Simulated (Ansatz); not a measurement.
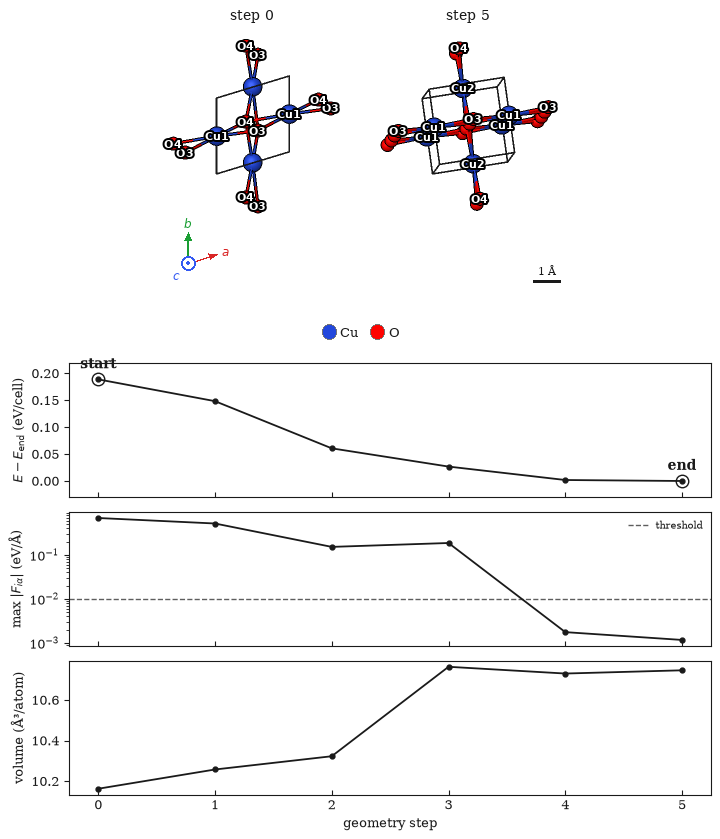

First and last geometry of a relaxation of a crystal of CuO (set up in Cc), with the history of the run. A ball-and-stick model of the cell of the calculation, seen along the c axis.

Case: relaxed ecut: 650 eV.

The calculation used DFT r2SCAN, scalar-relativistic, plane waves, PAW (Ansatz 0.2.0). (plane-wave cutoff 650 eV; k-point mesh 16 × 16 × 8; occupations gaussian; smearing width 0.1 eV; collinear spin; cell and atoms relaxed; force threshold 0.01 eV/Å; at most 60 steps)

Did the run converge, and what did it change?

Answer. The run was cut off at its time limit before the program reported convergence, but its last step already meets the force threshold: the largest component is 0.0012 eV/Å against 0.01 eV/Å. The pressure is within 0.01 GPa of its target. Over 5 geometry steps the energy falls by 0.189 eV per cell of the calculation. The largest force component goes from 0.69 to 0.0012 eV/Å. The pressure goes from 0.11 to 0.01 GPa. The largest moves relative to the cell, 0.33 Å, are those of O3 and O4. O3 goes along [−1 1 0]. By element the largest moves are O 0.33 Å, Cu 0.03 Å. The drawn cell changes as follows: a = b 2.904 → 2.886 Å (−0.6 %), c 5.132 → 5.162 Å (+0.6 %), α 97.8° → 90.2°, β 97.8° → 90.2°, γ 72.3° → 88.7°; the volume changes by +5.7 %. Near-neighbour distances that change, for instance: Cu1–O3 2.019 → 1.936 Å, Cu1–O4 1.977 → 1.936 Å, Cu1–O4 (another image) 1.907 → 1.936 Å. Bond angles that change, for instance: Cu1–O3–Cu2 146.0° → 117.7°, Cu1–O3–Cu2 101.7° → 115.5°, Cu1–O3–Cu2 106.3° → 115.6°. Within 0.06 Å the space group is Cc at the start and Cccm at the end; at a tighter tolerance small leftover displacements or strains of the cell lower it.
